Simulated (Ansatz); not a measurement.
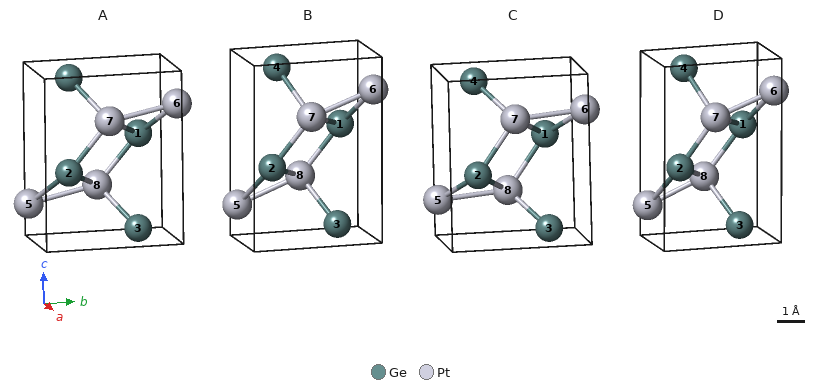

4 geometries from one relaxation of solid GePt (set up in P1), in shuffled order. A ball-and-stick model of the cell of the calculation, reduced to other axes, seen slightly off an axis. Lengths and directions refer to the drawn axes.

Case: all atoms moved at random, sigma 0.1 Å for each component, cell strained at random, sigma 0.1; relaxed back.

Level of theory: Ansatz 0.2.0, DFT PBE, scalar-relativistic, plane waves, PAW. (plane-wave cutoff 420 eV; k-point mesh 6 × 10 × 6; occupations gaussian; smearing width 0.15 eV; no spin polarisation; cell and atoms relaxed; force threshold 0.01 eV/Å; at most 80 steps)

Q: Put them in the order of the run, from the start to the converged end.

A: D, B, A, C. They are steps 0, 2, 4, 12, at +726 meV per atom, +258 meV per atom, +61.9 meV per atom relative to the last. The largest move relative to the cell is that of Pt7, 0.39 Å along [−2 1 2]. Largest moves by element: Pt 0.39 Å, Ge 0.26 Å. Cell: a 3.852 → 3.882 Å (+0.8 %), b 4.515 → 5.435 Å (+20.4 %), c 7.185 → 6.652 Å (−7.4 %), α 86.5° → 90.0°, β 89.6° → 90.1°, γ 81.0° → 89.9°. Volume +13.9 %. Near-neighbour distances that change, for instance: Ge1–Ge2 2.619 → 3.327 Å, Ge3–Pt7 3.094 → 2.638 Å, Ge4–Pt8 3.055 → 2.638 Å, Pt6–Pt7 2.351 → 2.728 Å. Bond angles that change, for instance: Pt7–Ge4–Pt8 124.5° → 101.2°, Pt5–Ge1–Pt6 121.3° → 101.3°, Pt5–Ge1–Pt6 119.3° → 101.1°. Within 0.06 Å the space group is P1 at the start and Pnma at the end; at a tighter tolerance small leftover displacements or strains of the cell lower it. The energy falls by 726 meV per atom in 10 accepted moves (12 points after the start). The largest force component goes from 3 to 0.0055 eV/Å. Pressure: 40.06 GPa at the start and 0.00 GPa at the end. At 2 points the geometry stayed and the basis and grid were re-selected for the new cell (energy shift of 24.2 meV per atom at most each time). The run took 13 min on 2 threads of Oxide Virtual Turin-like Processor (Zen 5) (shared host), peak memory 1.6 GiB.
